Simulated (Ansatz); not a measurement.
## Electronic structure of GaO$_{2}$ (slab) in real space

```
CELL_PARAMETERS angstrom
3.08351 0.00000 0.00000
0.00000 5.87753 0.00000
0.00000 0.00000 21.14655
ATOMIC_POSITIONS crystal
O 0.00000 0.15827 0.35787
O 0.00000 0.41093 0.36162
Ga 0.50000 0.49602 0.40902
Ga 0.00000 0.01505 0.44040
O 0.50000 0.79954 0.42884
O 0.50000 0.25391 0.46602
O 0.00000 0.99319 0.53398
O 0.00000 0.44756 0.57116
Ga 0.50000 0.23205 0.55960
Ga 0.00000 0.75108 0.59098
O 0.50000 0.83617 0.63838
O 0.50000 0.08883 0.64213
```

Method: Ansatz, DFT PBE, scalar-relativistic, plane waves, PAW.

The density is the valence pseudo-density of a PAW calculation; it isn't the true density close to the nuclei.

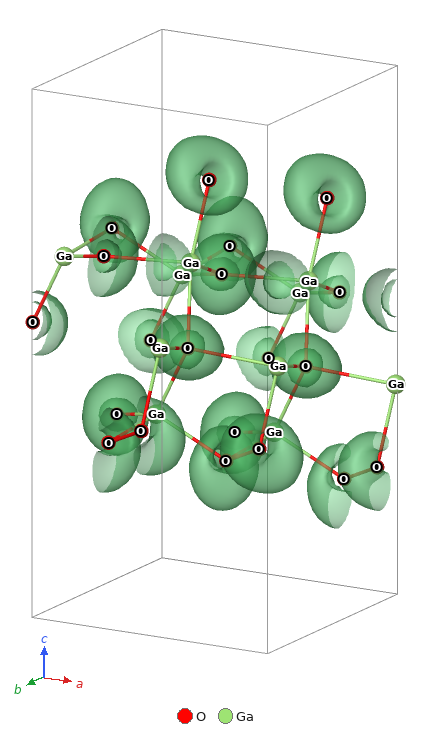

Figure 1. Isosurface of the electron localisation function at 0.75 (green), seen at an oblique angle. Only the valence region is drawn (cores and ρ < 0.01 e/Å³ removed). Sticks mark near contacts.

**Identify the bonds, lone pairs and shells in this picture.**

At this value the surface marks out eight regions wrapped around O (the valence shell of each), counted in one cell of 12 atoms. Counts are for one cell; the picture repeats the cell along the surface. Along the contacts the grid gives the following. O–O (1.49 Å): the ELF peaks at about 0.70 between the atoms. Ga–O (1.83 Å): the ELF peaks at about 0.80 in the valence shell of O, 0.6 Å from its nucleus, and is about 0.40 at the midpoint.

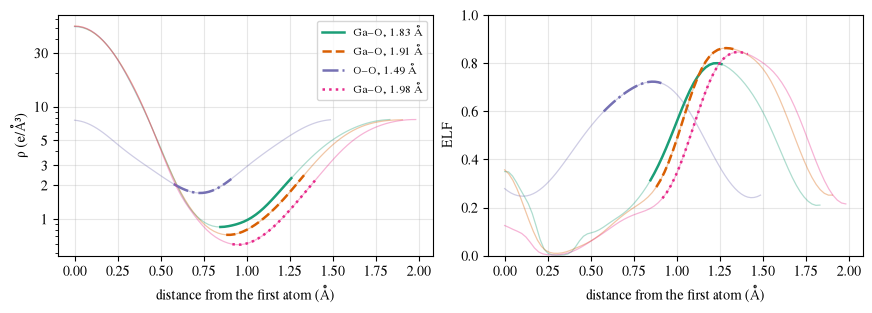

Figure 2. Valence pseudo-density and ELF along straight lines between neighbouring atoms. Thin, pale parts lie inside the atomic spheres.

**Compare the contacts.**

Ga–O (1.83 Å): the density is about 0.88 e/Å³ at the midpoint; the ELF peaks at about 0.80 in the valence shell of O, 0.6 Å from its nucleus, and is about 0.40 at the midpoint.
Ga–O (1.91 Å): ρ is about 0.75 e/Å³ halfway; the ELF peaks at about 0.85 in the valence shell of O, 0.6 Å from its nucleus, and is about 0.40 at the midpoint.
O–O (1.49 Å): the density is about 1.7 e/Å³ at the midpoint; the ELF peaks at about 0.70 between the atoms.
Ga–O (1.98 Å): ρ at the midpoint is about 0.6 e/Å³; the ELF peaks at about 0.85 in the valence shell of O, 0.6 Å from its nucleus, and is about 0.35 at the midpoint.

**Does the calculation make it a metal, or give it a gap?**

It is gapped, with a Kohn–Sham gap of 1.4 eV on the k-point mesh (the band edges may lie off the mesh, which would make the gap smaller).
